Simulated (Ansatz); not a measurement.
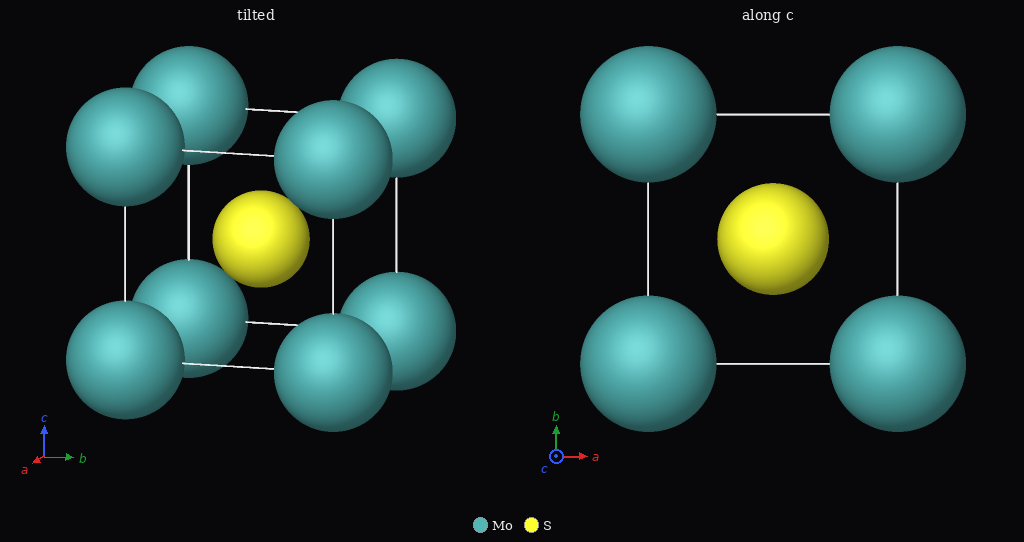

This spheres-only model is shown slightly off an axis and along the c axis. Atoms at the boundary of the conventional unit cell (the box) are drawn once for each face, edge or corner they touch.

MoS, space group Pm-3m (No. 221), a = 2.97 Å, b = 2.97 Å, c = 2.97 Å, α = 90.00°, β = 90.00°, γ = 90.00°.

Calculation details: DFT PBEsol, scalar-relativistic, plane waves, PAW in Ansatz 0.2.0; a kinetic-energy cutoff of 420 eV, the zone sampled with 10×10×10 points, Gaussian smearing of 0.05 eV, collinear spins.

Is it conducting or gapped at this level?

Answer. A metal: bands cross the Fermi level.

Would the cell expand or shrink if it could?

Answer. The computed pressure is 0.0 GPa, close to zero.

Its origin is a structure type filled with these elements by a generator (whether the compound takes this form wasn't checked). Earlier steps of the study may have refined or changed the cell and positions. It went into a calculation with Ansatz.
